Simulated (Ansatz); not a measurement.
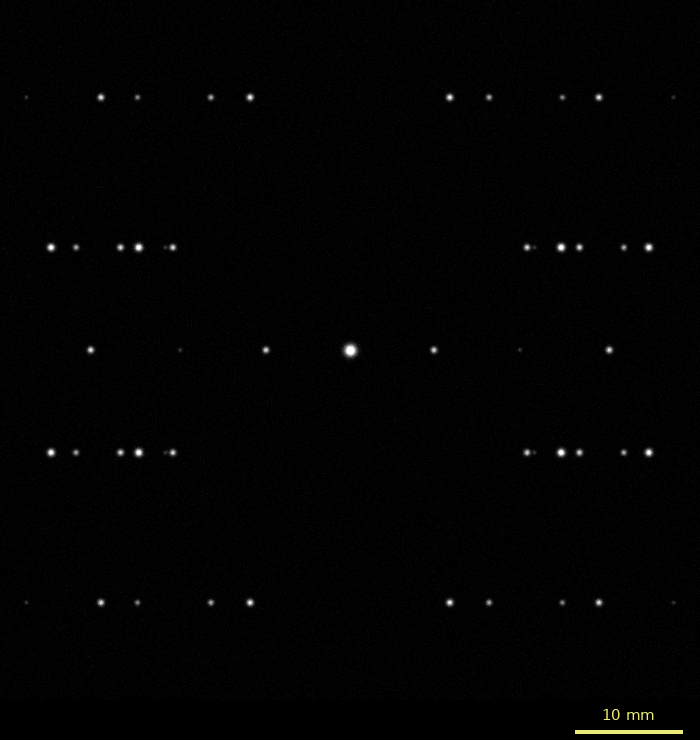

Simulated X-ray rotation photograph: Co Kα radiation (λ = 1.7902 Å), cylindrical film of radius 28.65 mm unrolled, rotation axis vertical and normal to the beam, kinematic intensities without Lorentz or polarisation factors, the film spanning ±63° about the beam; spots down to d = 1.60 Å.

**Measure the layer lines and find the identity period along the axis.**

The first layer line lies 9.7 mm from the equator, so tan ν = 0.337, sin ν = 0.319 and the period is λ/sin ν = 5.61 Å. Further lines follow at 23.8 mm.

The crystal is WSe2, space group R-3m (No. 166), a = 3.236 Å, c = 19.487 Å (hexagonal axes). Structure: coordinates from a relaxation with DFT PBEsol, scalar-relativistic, plane waves, PAW (Ansatz 0.2.0); the starting structure was generated, so it need not be a known form of this composition.

**About which axis was it rotated?**

About [210] (or an equivalent direction), whose length in the conventional cell is 5.605 Å.
